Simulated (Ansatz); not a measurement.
Input file:

```
crystal:
  lattice:
    - [0.0, 2.1267565396, 3.5083372064]
    - [1.2279212041, 0.0, 3.5083372064]
    - [1.2279212041, 2.1267565396, 0.0]
  atoms:
    - { symbol: C, position: [0.1667039277, 0.8332960723, 0.1667039277] }
    - { symbol: C, position: [0.8332960723, 0.1667039277, 0.8332960723] }
basis:
  ecutwfc: 500
kpoints:
  mp_grid: { grid: [14, 14, 14] }
hamiltonian:
  xc: r2scan
scf:
  occupations: { method: gaussian, width: 0.05 }
output:
  forces: true
  stress: true
  eigenvalues: true
  write_density: true
  write_potential: true
  elf: true
  volumetric_format: npy
```

Command:

```sh
ansatz run input.yaml --threads 2 --pin off --max-ram 5120MiB --backend cpu --events-out ev --progress --plain --runs-dir out
```

Below, planes, directions and counts refer to the conventional cell (a = 2.46 Å, b = 4.25 Å, c = 7.02 Å, α = 90.00°, β = 90.00°, γ = 90.00°).

Space group Fmmm; changed on purpose from its base cell (strain +0.000 along x and y, -0.015 along z, atoms carried along).

All numbers below come from Ansatz 0.2.0, DFT r2SCAN, scalar-relativistic, plane waves, PAW.

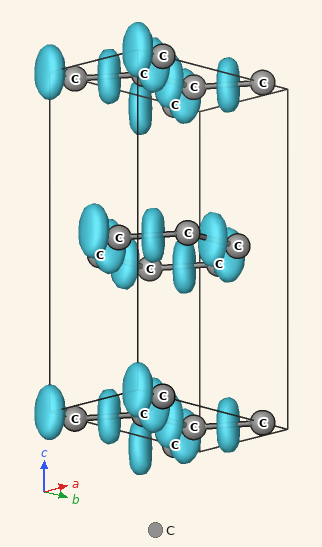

C. Isosurface of the ELF at 0.85 (cyan), seen at an oblique angle. Only the valence region is drawn (cores and ρ < 0.01 e/Å³ removed). Sticks mark near contacts.

Core electrons are frozen (PAW), and the valence fields are smoothed inside the atomic spheres.

> Describe the localisation domains.

The surface consists of twelve regions between bonded C–C atoms (shared pairs), counted in one cell of 8 atoms. Any copies at cell faces, edges or corners count once. Along the contacts the grid gives the following. C–C (1.42 Å): the ELF peaks at about 0.95 between the atoms (a covalent bond).
